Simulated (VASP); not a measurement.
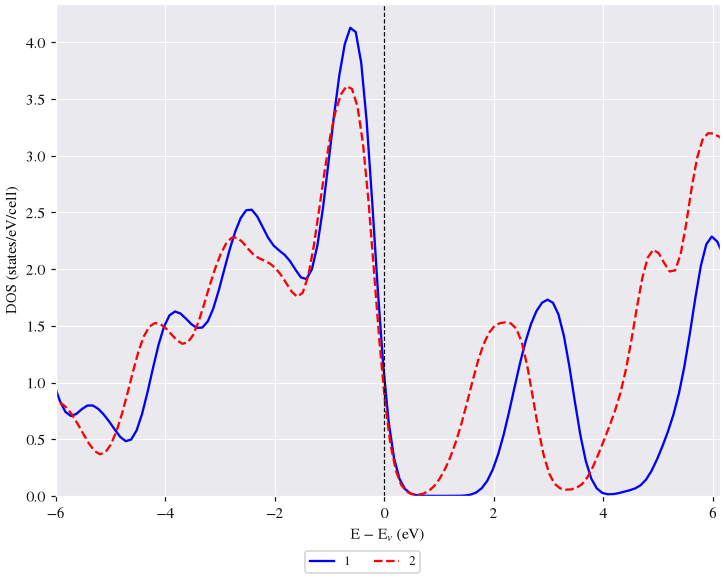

Total densities of states of CdI2-type SnS$_{2}$, space group P-3m1 (No. 164), 3 atoms in the cell (a = 3.667 Å, c = 5.811 Å (hexagonal axes)), by two methods on the same cell. The DOS curves are built from the levels of the k mesh with Gaussians 0.55 eV wide, which also blur the band edges; ripples of that width can come from the mesh. Each is counted from its own valence-band top.

> Which curve is which? The methods: TB-mBJ, LDA.

1 is TB-mBJ; 2 is LDA. TB-mBJ gives a gap of 2.06 eV and LDA gives a gap of 1.13 eV.

Settings. TB-mBJ: VASP PAW PBE potentials, release 64 (Sn_d, S), no spin polarisation, no spin-orbit coupling, 9×9×5 k mesh, 520 eV cutoff, Gaussian smearing of 0.03 eV (VASP). LDA: VASP PAW LDA potentials, release 64 (Sn_d, S), no spin polarisation, no spin-orbit coupling, 9×9×5 k mesh, 520 eV cutoff, Gaussian smearing of 0.03 eV (VASP 6.6.1).

Gaps are the smallest over all k points computed. Spin-orbit coupling is left out, which matters for Sn. The cell was derived from a database entry in an earlier step, so it needn't be the measured one. LDA, GGA and most meta-GGA functionals understate gaps. TB-mBJ: the PAW data sets were made with another functional. TB-mBJ: this is a model potential built to give gaps, with no total energy.
